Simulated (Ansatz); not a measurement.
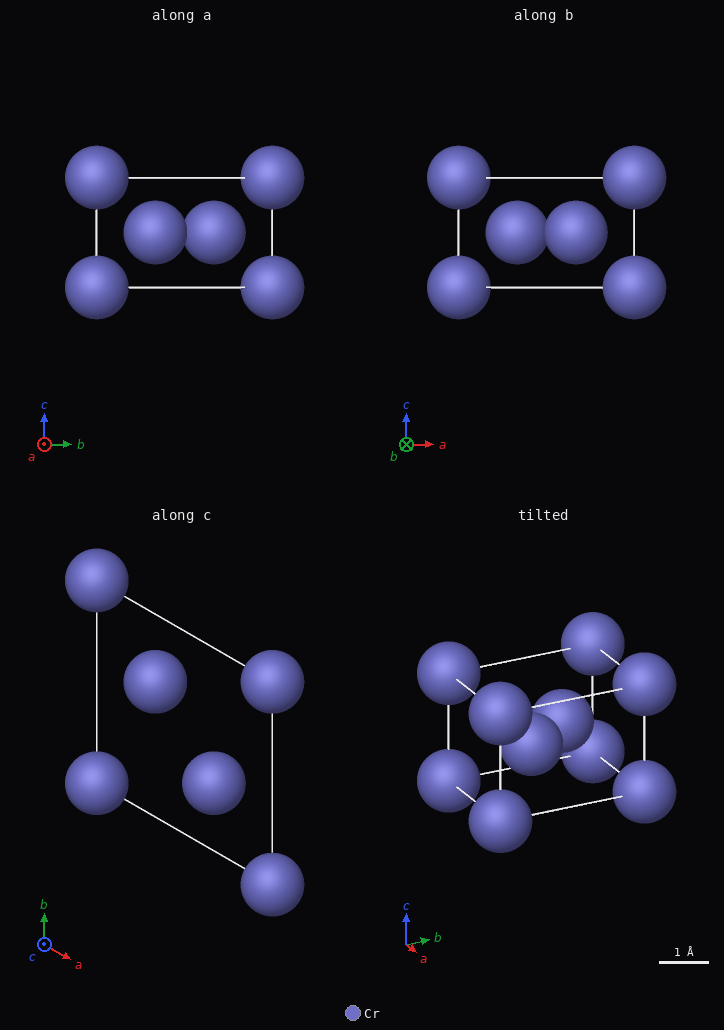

The crystal in a spheres-only representation, seen along the a axis, along the b axis, along the c axis and slightly off an axis. The conventional unit cell is outlined; an atom on or near a face, edge or corner is repeated at each equivalent position.

Lattice parameters: a = 4.145 Å, b = 4.145 Å, c = 2.246 Å, α = 90.00°, β = 90.00°, γ = 120.00°.

Convert the drawing into a table of Wyckoff sites.

Answer. Space group P6/mmm (No. 191).
```json
{"atom": "Cr", "site": "1a", "x": "0.0000", "y": "0.0000", "z": "0.0000"}
{"atom": "Cr", "site": "2d", "x": "0.3333", "y": "0.6667", "z": "0.5000"}
```

Starting structure: a structure type filled with this element by a generator (whether the element takes this form wasn't checked). Earlier steps of the study may have refined or changed the cell and positions. An electronic-structure calculation with Ansatz was run on it.

At this level of theory the cell isn't at rest (compressed, at 22 GPa), so its distances can differ from those at equilibrium, the more so the softer the solid.
